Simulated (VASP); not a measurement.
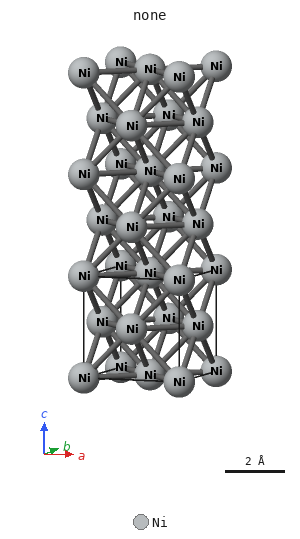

A crystal of Ni (set up in Fm-3m), relaxed (cell and atoms) with several dispersion corrections. The picture shows the result with none. The picture is a ball-and-stick view of the conventional cell (4 times the calculation's cell), repeated 1 × 1 × 3 with one cell outlined, seen slightly off an axis. Lengths and directions refer to the drawn axes.

Computed with VASP 6.6.1: PBE, VASP PAW PBE potentials, recommended. Set-up: plane-wave cutoff 600 eV; k-point mesh 10 × 10 × 10; occupations fermi-dirac; smearing width 0.05 eV; collinear spin.

```json
{"dispersion correction": "none", "volume (Å³/atom)": "10.908", "a (Å)": "3.520"}
{"dispersion correction": "D3(BJ)", "volume (Å³/atom)": "10.532", "a (Å)": "3.480"}
{"dispersion correction": "rVV10", "volume (Å³/atom)": "10.775", "a (Å)": "3.506"}
{"dispersion correction": "D2", "volume (Å³/atom)": "10.370", "a (Å)": "3.462"}
{"dispersion correction": "TS-HI", "volume (Å³/atom)": "10.102", "a (Å)": "3.432"}
{"dispersion correction": "TS", "volume (Å³/atom)": "10.049", "a (Å)": "3.426"}
{"dispersion correction": "D4", "volume (Å³/atom)": "10.575", "a (Å)": "3.484"}
{"dispersion correction": "D3", "volume (Å³/atom)": "10.554", "a (Å)": "3.482"}
{"dispersion correction": "dDsC", "volume (Å³/atom)": "?", "a (Å)": "?"}
```

> One row is withheld. What does the calculation give there?

With dDsC the volume falls between D4 (10.575) and rVV10 (10.775). The calculation gives 10.590 Å³/atom (a = 3.486 Å). In order of volume: TS < TS-HI < D2 < D3(BJ) < D3 < D4 < dDsC < rVV10 < none; the spread is 8.5 %.
